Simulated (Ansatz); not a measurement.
The Ansatz input:

```
crystal:
  lattice:
    - [4.148317, 0.0, 0.0]
    - [0.0, 4.148317, 0.0]
    - [0.0, 0.0, 4.148317]
  atoms:
    - { symbol: Cs, position: [0.0, 0.0, 0.0] }
    - { symbol: Cl, position: [0.5, 0.5, 0.5] }
  symmetry: { tolerance: 0.0003 }
kpoints:
  mp_grid: { grid: [6, 6, 6], shift: [0, 0, 0] }
  band_path:
    path:
      - [0.0, 0.0, 0.0]
      - [0.0, 0.5, 0.0]
      - [0.5, 0.5, 0.0]
      - [0.0, 0.0, 0.0]
      - [0.5, 0.5, 0.5]
      - [0.0, 0.5, 0.0]
      - [0.5, 0.5, 0.5]
      - [0.5, 0.5, 0.0]
    npoints: 8
magnetization:
  spin_polarized: false
scf:
  occupations: { method: fermi_dirac }
  lower_state_search: "off"
  max_iter: 200
hamiltonian:
  pseudopotentials: { kind: paw }
  xc: pbesol
basis:
  ecutwfc: 420
  fft_grid_basis: typed
output:
  forces: true
  stress: true
  eigenvalues: true
  bader: true
  populations: true
  elf: true
  write_potential: true
  volumetric_format: npy
  dos:
    e_range: [-12, 8]
    de: 0.05
    projected: { site_lists: { Cl: [Cl], Cs: [Cs] } }
checkpoint:
  read: saved_state
```

What does the calculation give for the electronic structure? The path is Γ–X–M–Γ–R–X–R–M.

The material is gapped. The gap along this path is 4.98 eV and direct: both edges lie at Γ. Three bands meet at the valence-band top at Γ: it is triply degenerate (spin aside). The direct gaps are 6.54 eV at X, 4.98 eV at Γ and 5.85 eV at M. By projected weight, the top eV of the valence band is Cl almost alone.

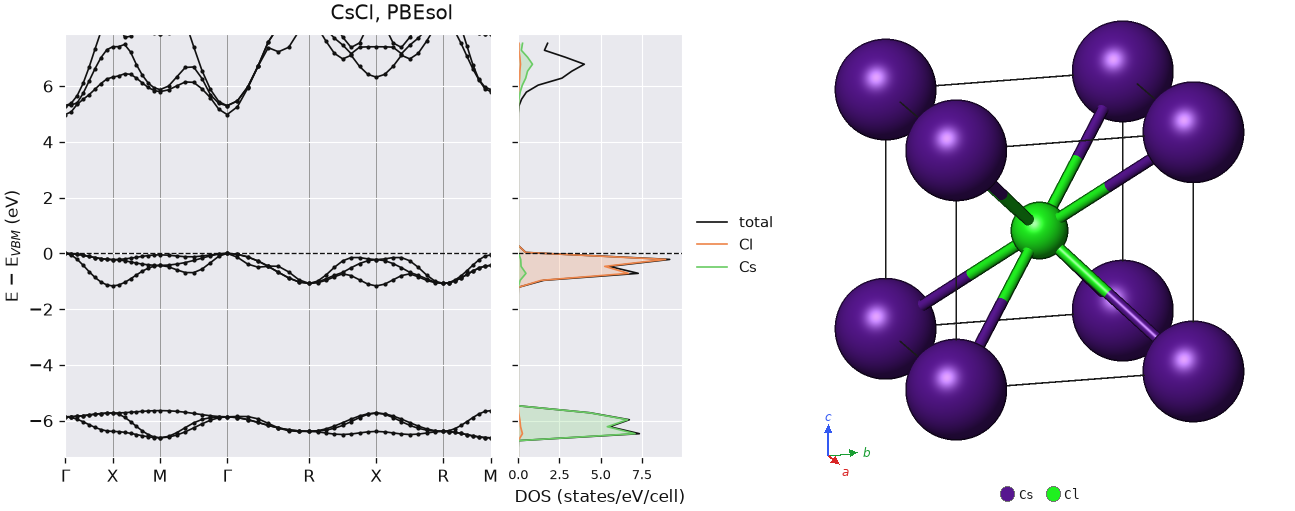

Band structure and density of states, beside the structure. Energies are counted from the top of the valence band. The path runs straight from each named point to the next. The partial curves are projected on Löwdin-orthogonalised atomic shells; they sum to less than the total at higher energies, where shells without a projector contribute.
